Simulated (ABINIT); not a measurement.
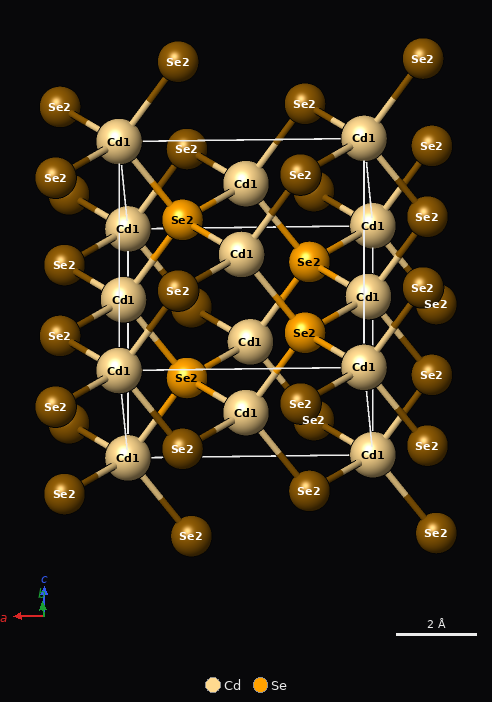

**Figure 1.** The structure (ball-and-stick view of the cell 4 times as large as that of the calculation, set on its symmetry axes, seen at an oblique angle; neighbours outside the cell are drawn fainter; atoms are numbered from 1 in the order of the input). An atom can appear more than once, as a periodic image. Near neighbours in the periodic cell (some may lie outside the picture): Cd has 4 Se at 2.66 Å; Se has 4 Cd at 2.66 Å.

**Single-point calculation of CdSe**

CdSe (F-43m, 2 atoms in the cell), computed with Kohn-Sham DFT of a periodic cell, PBE, JTH PAW PBE v2.0, no spin polarisation (ABINIT 10.8.3).

The structure derives from a Materials Project entry. The geometry was changed: uniaxial strain of 0 %.

Input file
```
# Pseudopotentials
pp_dirpath "./"
pseudos "Cd.GGA_PBE-JTH.xml, Se.GGA_PBE-JTH.xml"

# Structure
acell 3*1.0
rprim
     0.0000000000     5.8019716937     5.8019716937
     5.8019716937     0.0000000000     5.8019716937
     5.8019716937     5.8019716937     0.0000000000
ntypat 2
znucl 48 34
natom 2
typat 1 2
xred
     0.0000000000     0.0000000000     0.0000000000
     0.2500000000     0.2500000000     0.2500000000

# Plane-wave basis
ecut 22.0
pawecutdg 44.0
pawxcdev 0

# k points
kptopt 1
ngkpt 8 8 8
nshiftk 1
shiftk 0.0 0.0 0.0

# Exchange and correlation
ixc 11

# Bands and occupations
nband 13
occopt 3
tsmear 0.05 eV

# SCF cycle
nstep 100
tolvrs 1.0e-9

# Output
iomode 3
prtwf 0
prtden 0
prteig 0
prtebands 0
enunit 2
```

Command:
```bash
abinit run.abi > log 2>&1
```

The program's output
```
.Version 10.8.3 of ABINIT
 Symmetries : space group F-4 3 m (#216); Bravais cF (face-center cubic)
================================================================================
 Values of the parameters that define the memory need of the present run
     intxc =       0    ionmov =       0      iscf =      17    lmnmax =      18
     lnmax =       6     mgfft =      36  mpssoang =       3    mqgrid =    3001
     natom =       2  nloc_mem =       2    nspden =       1   nspinor =       1
    nsppol =       1      nsym =      24    n1xccc =       1    ntypat =       2
    occopt =       3   xclevel =       2
       mpw =        1952          nfft =       46656          nkpt =          29
 PAW method is used; the additional fine FFT grid is defined by:
   mgfftf=        50    nfftf =    125000
================================================================================
================================================================================

--------------------------------------------------------------------------------
------------- Echo of variables that govern the present computation ------------
--------------------------------------------------------------------------------
 -outvars: echo values of preprocessed input variables --------
            acell      1.0000000000E+00  1.0000000000E+00  1.0000000000E+00 Bohr
              amu      1.12411000E+02  7.89600000E+01
             ecut      2.20000000E+01 Hartree
           enunit           2
              ixc          11
         kptrlatt        8    0    0      0    8    0      0    0    8
          kptrlen      6.56418165E+01
            natom           2
            nband          13
            ngfft          36      36      36
          ngfftdg          50      50      50
             nkpt          29
            nstep         100
             nsym          24
           ntypat           2
           occopt           3
        pawecutdg      4.40000000E+01 Hartree
         pawxcdev           0
           prtden           0
        prtebands           0
           prteig           0
            prtwf           0
            rprim      0.0000000000E+00  5.8019716937E+00  5.8019716937E+00
                       5.8019716937E+00  0.0000000000E+00  5.8019716937E+00
                       5.8019716937E+00  5.8019716937E+00  0.0000000000E+00
          spgroup         216
           tolvrs      1.00000000E-09
           tsmear      1.83746611E-03 Hartree
            typat      1  2
           useylm           1
           xangst      0.0000000000E+00  0.0000000000E+00  0.0000000000E+00
                       1.5351355983E+00  1.5351355983E+00  1.5351355983E+00
            xcart      0.0000000000E+00  0.0000000000E+00  0.0000000000E+00
                       2.9009858468E+00  2.9009858468E+00  2.9009858468E+00
             xred      0.0000000000E+00  0.0000000000E+00  0.0000000000E+00
                       2.5000000000E-01  2.5000000000E-01  2.5000000000E-01
            znucl       48.00000   34.00000

================================================================================

 chkinp: Checking input parameters for consistency.

================================================================================
== DATASET  1 ==================================================================

--- !DatasetInfo
iteration_state: {dtset: 1, }
dimensions: {natom: 2, nkpt: 29, mband: 13, nsppol: 1, nspinor: 1, nspden: 1, mpw: 1952, }
cutoff_energies: {ecut:  22.0, pawecutdg:  44.0, }
electrons: {nelect:   1.80000000E+01, charge:   0.00000000E+00, occopt:   3.00000000E+00, tsmear:   1.83746611E-03, }
meta: {optdriver: 0, ionmov: 0, optcell: 0, iscf: 17, paral_kgb: 0, }
...

 Exchange-correlation functional for the present dataset will be:
  GGA: Perdew-Burke-Ernzerhof functional - ixc=11
  J.P.Perdew, K.Burke, M.Ernzerhof, PRL 77, 3865 (1996)

 Real(R)+Recip(G) space primitive vectors, cartesian coordinates (Bohr,Bohr^-1):
 R(1)=  0.0000000  5.8019717  5.8019717  G(1)= -0.0861776  0.0861776  0.0861776
 R(2)=  5.8019717  0.0000000  5.8019717  G(2)=  0.0861776 -0.0861776  0.0861776
 R(3)=  5.8019717  5.8019717  0.0000000  G(3)=  0.0861776  0.0861776 -0.0861776
 Unit cell volume ucvol=  3.9062210E+02 bohr^3
 Angles (23,13,12)=  6.00000000E+01  6.00000000E+01  6.00000000E+01 degrees

 Coarse grid specifications (used for wave-functions):

 getcut: wavevector=  0.0000  0.0000  0.0000  ngfft=  36  36  36
         ecut(hartree)=     22.000   => boxcut(ratio)=   2.07795

 Fine grid specifications (used for densities):

 getcut: wavevector=  0.0000  0.0000  0.0000  ngfft=  50  50  50
         ecut(hartree)=     44.000   => boxcut(ratio)=   2.04156

--- Pseudopotential description ------------------------------------------------
- pspini: atom type   1  psp file is ./Cd.GGA_PBE-JTH.xml
 Pseudopotential format is: paw10
 basis_size (lnmax)=  6 (lmn_size= 18), orbitals=   0   0   1   1   2   2
 Spheres core radius: rc_sph= 2.50233826
 Shapefunction is BESSEL type: shapef(r,l)=aa(1,l)*jl(q(1,l)*r)+aa(2,l)*jl(q(2,l)*r)
 Radius for shape functions =  2.31074885
 Compensation charge density is not taken into account in XC energy/potential

- pspini: atom type   2  psp file is ./Se.GGA_PBE-JTH.xml
 Pseudopotential format is: paw10
 basis_size (lnmax)=  4 (lmn_size=  8), orbitals=   0   0   1   1
 Spheres core radius: rc_sph= 2.21132333
 Shapefunction is BESSEL type: shapef(r,l)=aa(1,l)*jl(q(1,l)*r)+aa(2,l)*jl(q(2,l)*r)
 Radius for shape functions =  2.00656599
 Compensation charge density is not taken into account in XC energy/potential

   1.02651429E+03                                ecore*ucvol(ha*bohr**3)
--------------------------------------------------------------------------------

================================================================================

--- !BeginCycle
iteration_state: {dtset: 1, }
solver: {iscf: 17, nstep: 100, nline: 4, wfoptalg: 10, }
tolerances: {tolvrs: 1.00E-09, }
...

     iter   Etot(hartree)      deltaE(h)  residm     nres2
 ETOT  1  -57.096392816914    -5.710E+01 1.824E-01 4.882E+00
 ETOT  2  -57.185444729010    -8.905E-02 1.847E-01 7.275E+02
 ETOT  3  -57.175740348295     9.704E-03 7.878E-02 8.422E-01
 ETOT  4  -57.176229594416    -4.892E-04 3.031E-01 1.215E-01
 ETOT  5  -57.176340414847    -1.108E-04 5.008E-02 4.044E-02
 ETOT  6  -57.176473009728    -1.326E-04 5.211E-02 3.138E-02
 ETOT  7  -57.176526388750    -5.338E-05 2.623E-02 3.428E-02
 ETOT  8  -57.176576087444    -4.970E-05 3.070E-02 3.716E-02
 ETOT  9  -57.176654196972    -7.811E-05 1.161E-02 4.237E-02
 ETOT 10  -57.176729100154    -7.490E-05 9.893E-03 4.735E-02
 ETOT 11  -57.176325051526     4.040E-04 1.791E-01 1.073E-04
 ETOT 12  -57.176327048899    -1.997E-06 1.217E-02 7.032E-06
 ETOT 13  -57.176326990211     5.869E-08 3.757E-03 1.961E-06
 ETOT 14  -57.176326997984    -7.773E-09 6.939E-04 7.539E-08
 ETOT 15  -57.176327000369    -2.386E-09 2.973E-04 1.619E-08
 ETOT 16  -57.176327001479    -1.109E-09 1.293E-04 3.766E-09
 ETOT 17  -57.176327001757    -2.784E-10 1.039E-04 6.750E-10

 At SCF step   17       nres2   =  6.75E-10 < tolvrs=  1.00E-09 =>converged.

 Cartesian components of stress tensor (hartree/bohr^3)
  sigma(1 1)= -4.52804907E-05  sigma(3 2)=  0.00000000E+00
  sigma(2 2)= -4.52804907E-05  sigma(3 1)=  0.00000000E+00
  sigma(3 3)= -4.52804907E-05  sigma(2 1)=  0.00000000E+00

--- !ResultsGS
iteration_state: {dtset: 1, }
comment   : Summary of ground state results
lattice_vectors:
- [  0.0000000,   5.8019717,   5.8019717, ]
- [  5.8019717,   0.0000000,   5.8019717, ]
- [  5.8019717,   5.8019717,   0.0000000, ]
lattice_lengths: [   8.20523,    8.20523,    8.20523, ]
lattice_angles: [ 60.000,  60.000,  60.000, ] # degrees, (23, 13, 12)
lattice_volume:   3.9062210E+02
convergence: {deltae: -2.784E-10, res2:  6.750E-10, residm:  1.039E-04, diffor: null, }
etotal    :  -5.71763270E+01
entropy   :   0.00000000E+00
fermie    :   5.75276955E-02
cartesian_stress_tensor: # hartree/bohr^3
- [ -4.52804907E-05,   0.00000000E+00,   0.00000000E+00, ]
- [  0.00000000E+00,  -4.52804907E-05,   0.00000000E+00, ]
- [  0.00000000E+00,   0.00000000E+00,  -4.52804907E-05, ]
pressure_GPa:   1.3322E+00
xred      :
- [  0.0000E+00,   0.0000E+00,   0.0000E+00, Cd]
- [  2.5000E-01,   2.5000E-01,   2.5000E-01, Se]
cartesian_forces: # hartree/bohr
- [  1.16022852E-29,  -1.16022852E-29,   1.16022852E-29, ]
- [ -1.16022852E-29,   1.16022852E-29,  -1.16022852E-29, ]
force_length_stats: {min:   2.00957475E-29, max:   2.00957475E-29, mean:   2.00957475E-29, }
...

 Integrated electronic density in atomic spheres:
 ------------------------------------------------
 Atom  Sphere_radius  Integrated_density
    1        2.50234         10.43297161
    2        2.21132          3.94464907

================================================================================

 ----iterations are completed or convergence reached----

 Mean square residual over all n,k,spin=   12.877E-07; max=  10.393E-05
 reduced coordinates (array xred) for    2 atoms
       0.000000000000      0.000000000000      0.000000000000
       0.250000000000      0.250000000000      0.250000000000
 rms dE/dt=  1.0993E-28; max dE/dt=  2.6926E-28; dE/dt below (all hartree)
    1       0.000000000000      0.000000000000      0.000000000000
    2       0.000000000000      0.000000000000      0.000000000000

 cartesian coordinates (angstrom) at end:
    1      0.00000000000000     0.00000000000000     0.00000000000000
    2      1.53513559826371     1.53513559826371     1.53513559826371

 cartesian forces (hartree/bohr) at end:
    1      0.00000000000000    -0.00000000000000     0.00000000000000
    2     -0.00000000000000     0.00000000000000    -0.00000000000000
 frms,max,avg= 1.1602285E-29 1.1602285E-29   0.000E+00  0.000E+00  0.000E+00 h/b

 cartesian forces (eV/Angstrom) at end:
    1      0.00000000000000    -0.00000000000000     0.00000000000000
    2     -0.00000000000000     0.00000000000000    -0.00000000000000
 frms,max,avg= 5.9661350E-28 5.9661350E-28   0.000E+00  0.000E+00  0.000E+00 e/A
 length scales=  1.000000000000  1.000000000000  1.000000000000 bohr
              =  0.529177210544  0.529177210544  0.529177210544 angstroms
 Fermi (or HOMO) energy (hartree) =   0.05753   Average Vxc (hartree)=  -0.31748
 Eigenvalues (hartree) for nkpt=  29  k points:
 kpt#   1, nband= 13, wtk=  0.00195, kpt=  0.0000  0.0000  0.0000 (reduced coord)
  -0.41117   -0.24210   -0.24210   -0.24210   -0.22948   -0.22948    0.04608    0.04608
   0.04608    0.06603    0.26411    0.26411    0.26411
      occupation numbers for kpt#   1
   2.00000    2.00000    2.00000    2.00000    2.00000    2.00000    1.99606    1.99606
   1.99606    0.01934    0.00000    0.00000    0.00000
 prteigrs : prtvol=0 or 1, do not print more k-points.

 Fermi (or HOMO) energy (eV) =   1.56541   Average Vxc (eV)=  -8.63905
 Eigenvalues (   eV  ) for nkpt=  29  k points:
 kpt#   1, nband= 13, wtk=  0.00195, kpt=  0.0000  0.0000  0.0000 (reduced coord)
 -11.18847   -6.58791   -6.58791   -6.58791   -6.24454   -6.24454    1.25397    1.25397
   1.25397    1.79685    7.18682    7.18682    7.18684
 prteigrs : prtvol=0 or 1, do not print more k-points.

--- !EnergyTerms
iteration_state     : {dtset: 1, }
comment             : Components of total free energy in Hartree
kinetic             :  1.62263793160478E+01
hartree             :  1.50740292128564E+01
xc                  : -9.51423616907743E+00
Ewald energy        : -4.05359592690717E+01
psp_core            :  2.62789607642064E+00
local_psp           : -4.54217720742567E+01
PAW spherical_terms :  4.36732330682809E+00
internal            : -5.71763396002529E+01
'-kT*entropy'       : -9.65150840717729E-07
total_energy        : -5.71763405654037E+01
total_energy_eV     : -1.55584748725695E+03
...

--- !EnergyTermsDC
iteration_state     : {dtset: 1, }
comment             : '"Double-counting" decomposition of free energy'
band_energy         : -3.28354707243892E+00
Ewald energy        : -4.05359592690717E+01
psp_core            :  2.62789607642064E+00
xc_dc               : -1.71189849273482E+01
PAW spherical_terms :  1.13426915583200E+00
internal            : -5.71763260366062E+01
'-kT*entropy'       : -9.65150840717729E-07
total_energy_dc     : -5.71763270017570E+01
total_energy_dc_eV  : -1.55584711817132E+03
...

--- !EnergyTermsWithPAWCore
iteration_state     : {dtset: 1, }
comment             : 'Components of total free energy, including PAW core contributions'
Total energy        : -8.02481639992705E+03
Total energy DC     : -8.02481638636340E+03
Total energy (eV)   : -2.18366378611498E+05
Total energy DC (eV): -2.18366378242412E+05
...

 Cartesian components of stress tensor (hartree/bohr^3)
  sigma(1 1)= -4.52804907E-05  sigma(3 2)=  0.00000000E+00
  sigma(2 2)= -4.52804907E-05  sigma(3 1)=  0.00000000E+00
  sigma(3 3)= -4.52804907E-05  sigma(2 1)=  0.00000000E+00

-Cartesian components of stress tensor (GPa)         [Pressure=  1.3322E+00 GPa]
- sigma(1 1)= -1.33219803E+00  sigma(3 2)=  0.00000000E+00
- sigma(2 2)= -1.33219803E+00  sigma(3 1)=  0.00000000E+00
- sigma(3 3)= -1.33219803E+00  sigma(2 1)=  0.00000000E+00

== END DATASET(S) ==============================================================
================================================================================

 -outvars: echo values of variables after computation  --------
            acell      1.0000000000E+00  1.0000000000E+00  1.0000000000E+00 Bohr
           etotal     -5.7176327002E+01
            fcart      1.1602285246E-29 -1.1602285246E-29  1.1602285246E-29
                      -1.1602285246E-29  1.1602285246E-29 -1.1602285246E-29
            rprim      0.0000000000E+00  5.8019716937E+00  5.8019716937E+00
                       5.8019716937E+00  0.0000000000E+00  5.8019716937E+00
                       5.8019716937E+00  5.8019716937E+00  0.0000000000E+00
           strten     -4.5280490693E-05 -4.5280490693E-05 -4.5280490693E-05
                       0.0000000000E+00  0.0000000000E+00  0.0000000000E+00
           xangst      0.0000000000E+00  0.0000000000E+00  0.0000000000E+00
                       1.5351355983E+00  1.5351355983E+00  1.5351355983E+00
             xred      0.0000000000E+00  0.0000000000E+00  0.0000000000E+00
                       2.5000000000E-01  2.5000000000E-01  2.5000000000E-01
 Calculation completed.
```

Key numbers

```tsv
quantity	value
outcome	converged
space group (tolerance 0.01 Å)	F-43m (216)
electrons treated	18
free energy	−1555.8471 eV
Fermi energy	1.565 eV
gap on the k-point mesh	0.54 eV
pressure	1.33 GPa
largest force (length of the vector)	under 0.001 eV/Å
hardware	1 thread of Arm Neoverse V1, 24 GiB of memory available, shared host
wall time	37 s
peak memory	0.14 GiB
```
